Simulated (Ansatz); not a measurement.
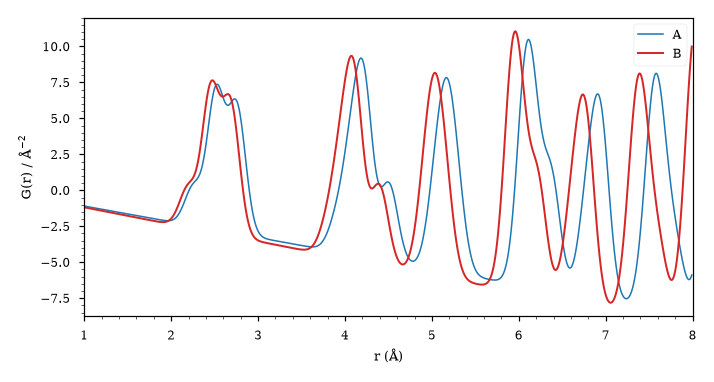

Computed X-ray G(r), with each pair weighted by the product of the atomic numbers (X-ray weights at Q = 0) and a uniform peak width σ = 0.10 Å. No termination ripples are included. Both curves are of Co in space group Pm-3n, for two cells of different size. A: the input geometry of an electronic-structure calculation (not necessarily at equilibrium); the starting structure was generated, so it need not be a known form of this composition; B: the end point of a relaxation with DFT, PBE, plane waves (420 eV) with PAW, scalar-relativistic (Ansatz 0.2.0); the starting structure was generated, so it need not be a known form of this composition.

> Which cell is the larger, and by how much?

Cell A is larger: the volume of B is 7.3 % below that of A (11.47 and 10.63 Å³ per atom), a mean linear change of -2.5 %. The shortest distance is 2.255 Å in A and 2.199 Å in B.

> Give both cells.

Cell A: a = 4.510 Å, b = 4.510 Å, c = 4.510 Å, α = 90.00°, β = 90.00°, γ = 90.00°
Cell B: a = 4.397 Å, b = 4.397 Å, c = 4.397 Å, α = 90.00°, β = 90.00°, γ = 90.00°
